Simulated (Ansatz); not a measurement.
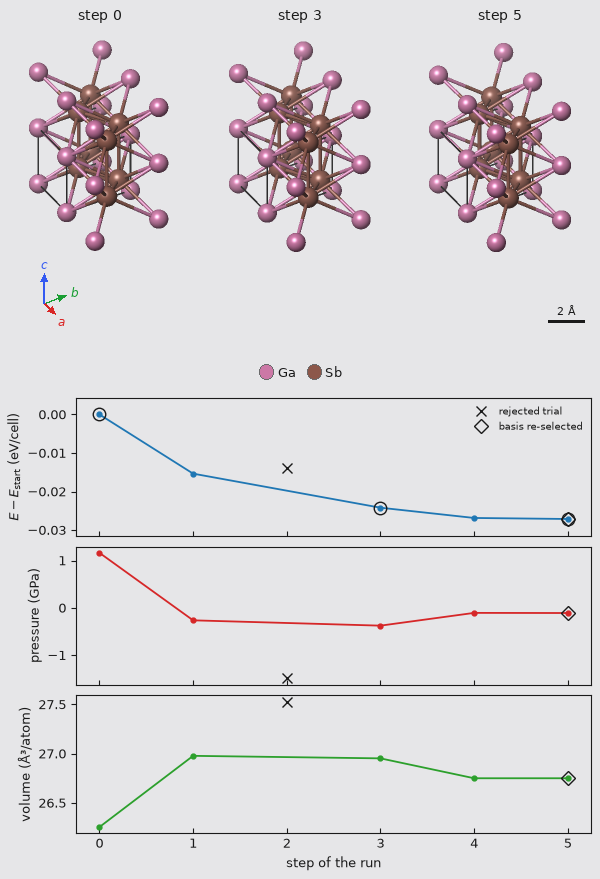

Frames of a relaxation of crystalline GaSb₂ (a generated structure, set up in P6/mmm) (coarse preliminary run), marked on the history of the run. Style: ball-and-stick. Shown: the cell of the calculation, repeated 2 × 1 × 2 with one cell outlined, from a free direction.

The calculation used DFT PBE, scalar-relativistic, plane waves, PAW (Ansatz 0.2.0). Set-up: plane-wave cutoff 420 eV; k-point mesh 6 × 6 × 6; occupations gaussian; smearing width 0.1 eV; no spin polarisation; cell and atoms relaxed; force threshold 0.04 eV/Å; at most 70 steps.

Question: Describe the path.

Answer: The atoms keep their places relative to the cell (all moves are under 0.005 Å). The volume changes by +1.9 %, with a = b 5.261 → 5.383 Å (+2.3 %), c 3.286 → 3.197 Å (−2.7 %). Some distances before and after: Sb–Sb 3.286 → 3.197 Å, Sb–Sb 3.037 → 3.108 Å, Ga–Sb 3.453 → 3.495 Å. The space group stays P6/mmm (No. 191). The energy falls by 27.1 meV per cell of the calculation in 3 accepted moves (5 points after the start). All forces vanish by symmetry, so only the cell relaxes. The pressure goes from 1.16 to −0.11 GPa. The line search rejected the trial step at point 2 of the run. The SCF was repeated once at an unchanged geometry on a basis and grid sized afresh for the cell, which shifted the energy by 0.3 meV per cell of the calculation at most. Cost: 17 s on 1 thread of Arm Neoverse V2, with other jobs on the host, peak memory 0.37 GiB. From step 0 to 3: volume +2.7 %, energy −24.2 meV per cell of the calculation. From step 3 to 5: volume −0.7 %, energy −2.9 meV per cell of the calculation.

```tsv
step	E − E(0), meV/atom	pressure, GPa	volume, Å³/atom	note
0	0.00	1.16	26.255	
1	-5.12	-0.26	26.978	
2	-4.67	-1.49	27.528	rejected
3	-8.06	-0.38	26.952	
4	-8.95	-0.11	26.750	
5	-9.04	-0.11	26.750	same geometry, new basis
```
